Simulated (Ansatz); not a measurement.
System: BP, space group F-43m (No. 216).

Structure:
```xyz
2
Lattice="0.0000 2.2601 2.2601 2.2601 0.0000 2.2601 2.2601 2.2601 0.0000" Properties=species:S:1:pos:R:3 pbc="T T T"
B     0.0000    0.0000    0.0000
P     1.1300    1.1300    1.1300
```

One of the inputs:
```
crystal:
  lattice:
    - [0.0, 2.2388713781, 2.2388713781]
    - [2.2388713781, 0.0, 2.2388713781]
    - [2.2388713781, 2.2388713781, 0.0]
  atoms:
    - { symbol: B, position: [0.0, 0.0, 0.0] }
    - { symbol: P, position: [0.25, 0.25, 0.25] }
basis:
  ecutwfc: 420
kpoints:
  mp_grid: { grid: [10, 10, 10] }
hamiltonian:
  xc: pbesol
scf:
  occupations: { method: gaussian, width: 0.02 }
output:
  forces: true
  stress: true
  eigenvalues: true
relax:
  adjacent_minimum: "off"
  f_tol: 0.008
  max_steps: 50
  cell: { stress_tol: 0.08, p_target: 5.0 }
```

Computed with Ansatz 0.2.0: volume, enthalpy and cell of a crystal along a series of hydrostatic pressures at zero temperature, keeping its symmetry; changes are against the given cell; the k mesh follows the cell and the gap; plane waves with PAW datasets, Γ-centred k mesh. Level: PBEsol, no spin polarisation.

- wave cutoff: 420 eV
- occupations: Gaussian
- k mesh at zero pressure: 10×10×10
- smearing width at zero pressure: 0.02 eV

What does the calculation give for the volume change and band gap against applied pressure? The applied pressure takes the values −2, 0, 2, 5, 10, 20, 40 GPa.

The volume change falls from 1.21 % at applied pressure −2 GPa to −15.77 % at 40 GPa. The band gap stays open and runs from 1.130 eV at applied pressure −2 GPa to 0.841 eV at 40 GPa.

```csv
applied pressure (GPa),volume change (%),band gap (eV)
-2,1.21,1.130
0,0.00,1.113
2,-1.16,1.097
5,-2.79,1.072
10,-5.22,1.036
20,-9.35,0.968
40,-15.77,0.841
```

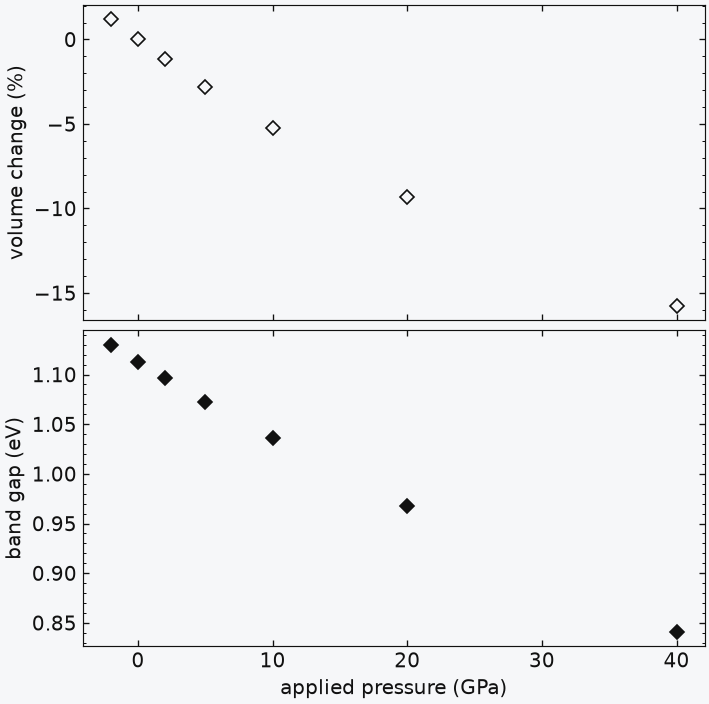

Note: a crossing between the sampled k points may be missed.
